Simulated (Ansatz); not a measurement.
Consider Mo (interface cell).

The calculation's input:

```
crystal:
  lattice:
    - [2.7370225068, 0.0, 0.0]
    - [0.0, 4.4695390374, 0.0]
    - [0.0, 0.0, 15.7829373983]
  atoms:
    - { symbol: Mo, position: [0.6666666667, 0.5, 0.0407929228] }
    - { symbol: Mo, position: [0.0, 0.5, 0.2042916114] }
    - { symbol: Mo, position: [0.6666666667, 0.0, 0.2860409557] }
    - { symbol: Mo, position: [0.3333333333, 0.0, 0.1225422671] }
    - { symbol: Mo, position: [0.3333333333, 0.5, 0.3677902999] }
    - { symbol: Mo, position: [1.0, 0.0, 0.4495396442] }
    - { symbol: Mo, position: [0.6666666667, 0.0, 0.9497031429] }
    - { symbol: Mo, position: [0.0, 0.0, 0.7862044543] }
    - { symbol: Mo, position: [0.6666666667, 0.5, 0.7044551101] }
    - { symbol: Mo, position: [0.3333333333, 0.5, 0.8679537986] }
    - { symbol: Mo, position: [0.3333333333, 1.0, 0.6227057658] }
    - { symbol: Mo, position: [1.0, 0.5, 0.5409564215] }
basis:
  ecutwfc: 420
kpoints:
  mp_grid: { grid: [12, 8, 3] }
hamiltonian:
  xc: pbe
scf:
  occupations: { method: gaussian, width: 0.1 }
output:
  forces: true
  stress: true
  eigenvalues: true
  populations: true
  write_density: true
  write_potential: true
  elf: true
  volumetric_format: npy
relax:
  adjacent_minimum: "off"
  f_tol: 0.02
  max_steps: 60
  cell: { fix: [a, b, alpha, beta, gamma], stress_tol: 0.1 }
```

Command:

```sh
ansatz run input.yaml --threads 4 --pin off --max-ram 11264MiB --backend cpu --events-out ev --progress --plain --runs-dir out
```

The fields are those of the run's last geometry, not of the input's.

Computed without spin polarisation.

All numbers below come from Ansatz, DFT PBE, scalar-relativistic, plane waves, PAW.

What can the converged valence pseudo-density and electron localisation function tell about the bonding?

Answer. Mo–Mo (2.74 Å): ρ is about 0.37 e/Å³ halfway; the ELF is about 0.30 at the midpoint; no localised pair shows between them.

Does the calculation give a band gap?

Answer. It is metallic or semimetallic at this level of theory: no gap opens.

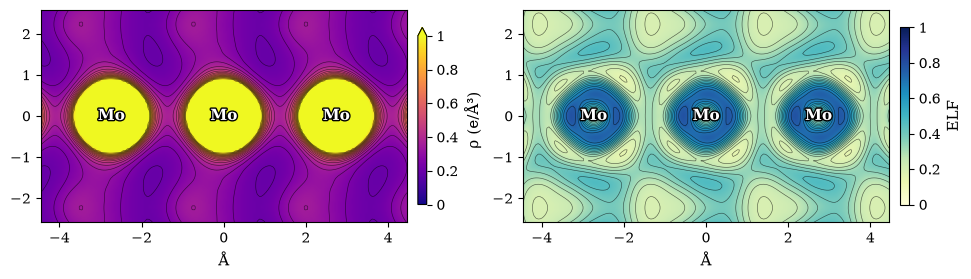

Computed valence pseudo-density and electron localisation function on the (001) plane of the calculation cell, in this order. 
